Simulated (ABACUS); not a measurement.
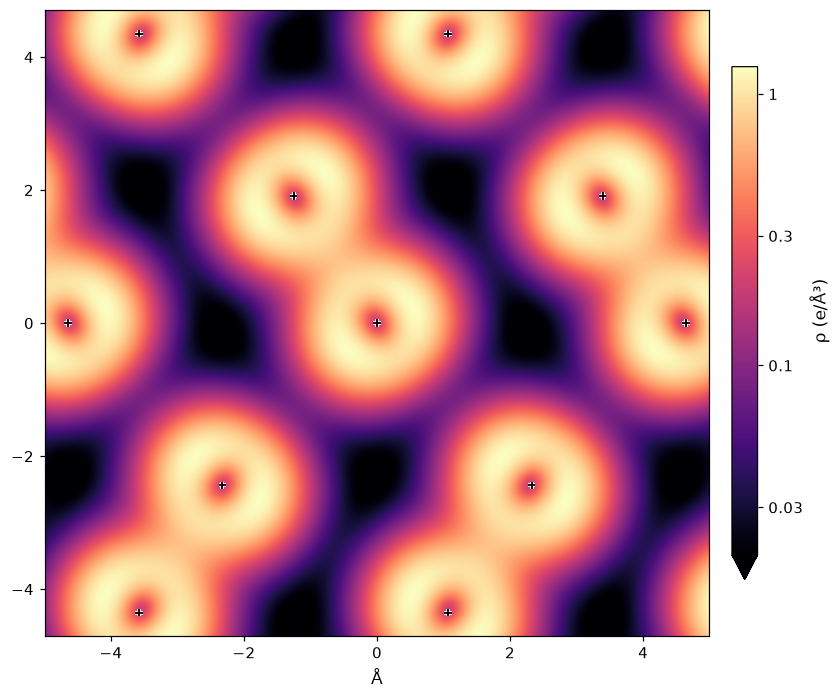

The valence charge density (pseudo) on a plane through atoms (crosses mark nuclei in the plane).

Theory: Kohn-Sham DFT of a periodic cell, r2SCAN, SG15 ONCV 1.2 PBE in ABACUS.

Candidates:
A. Br, a = 6.73 Å, b = 4.65 Å, c = 8.70 Å, α = 90.00°, β = 90.00°, γ = 90.00°. Space group Cmce; not relaxed (largest force 0.8 eV/Å).
B. SnO, a = 3.81 Å, b = 3.81 Å, c = 4.89 Å, α = 90.00°, β = 90.00°, γ = 90.00°. Space group P4/nmm; a structure from a database of computed crystals, not necessarily the ambient phase.

Which system is this?

Candidate A: Br on the (100) plane of the conventional cell, which holds Br. Br–Br (2.29 Å): ρ is about 0.75 e/Å³ halfway.
